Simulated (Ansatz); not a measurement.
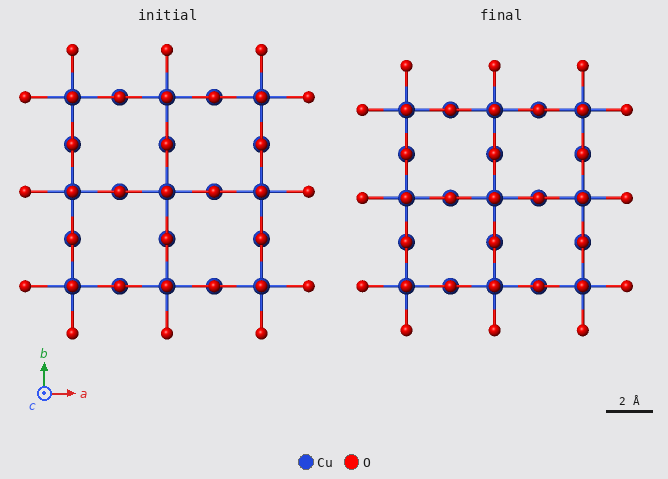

The structure of solid CuO (set up in P4/mmm) before (left) and after (right) a relaxation, at one scale.

Style: ball-and-stick. Shown: the cell of the calculation, repeated 2 × 2 × 1 with one cell outlined, along the c axis.

The run lets cell and atoms move.

Level of theory: Kohn-Sham DFT of a periodic cell, PBEsol, Ansatz PAW in Ansatz.

Input file:
```yaml
crystal:
  lattice:
    - [4.160937, 0.0, 0.0]
    - [0.0, 4.160937, 0.0]
    - [0.0, 0.0, 3.887643]
  atoms:
    - { symbol: Cu, position: [0.5, 0.0, 0.5] }
    - { symbol: Cu, position: [0.0, 0.5, 0.5] }
    - { symbol: Cu, position: [0.0, 0.0, 0.0] }
    - { symbol: O, position: [0.0, 0.0, 0.5] }
    - { symbol: O, position: [0.5, 0.0, 0.0] }
    - { symbol: O, position: [0.0, 0.5, 0.0] }
hamiltonian:
  xc: pbesol
  pseudopotentials: { kind: paw }
kpoints:
  mp_grid: { grid: [7, 7, 7] }
scf:
  occupations: { method: fermi_dirac, width: 0.05 }
output:
  forces: true
  stress: true
  eigenvalues: true
relax:
  f_tol: 0.01
  max_steps: 40
  cell: { stress_tol: 0.05, p_target: 20.0 }
```

Run as
```bash
ansatz run input.yaml --threads 2 --pin off --max-ram 5632MiB --backend cpu --events-out ev --progress --plain --runs-dir out
```

> Describe what moved and what it gained.

The energy rises by 0.343 eV per cell of the calculation in 5 accepted moves (7 points after the start). With the target pressure of 20 GPa, the enthalpy E + pV changes by −0.851 eV per cell of the calculation. All forces vanish by symmetry, so only the cell relaxes. The pressure goes from −5.50 to 19.99 GPa. At 2 points the geometry stayed and the basis and grid were re-selected for the new cell (energy shift of 21.6 meV per cell of the calculation at most each time). No atom moves by more than 0.005 Å relative to the cell. Cell: a = b 4.161 → 3.881 Å (−6.7 %), c 3.888 → 3.834 Å (−1.4 %). Volume −14.2 %. Near-neighbour distances that change, for instance: Cu–O 2.080 → 1.940 Å, Cu–O 1.944 → 1.917 Å. The space group stays P4/mmm (No. 123). Cost: 19 s on 2 threads of Intel(R) Xeon(R) 6975P-C (Granite Rapids), on a shared host, peak memory 0.48 GiB.

Limits of the set-up: an element that often carries a moment was run without spin polarisation.
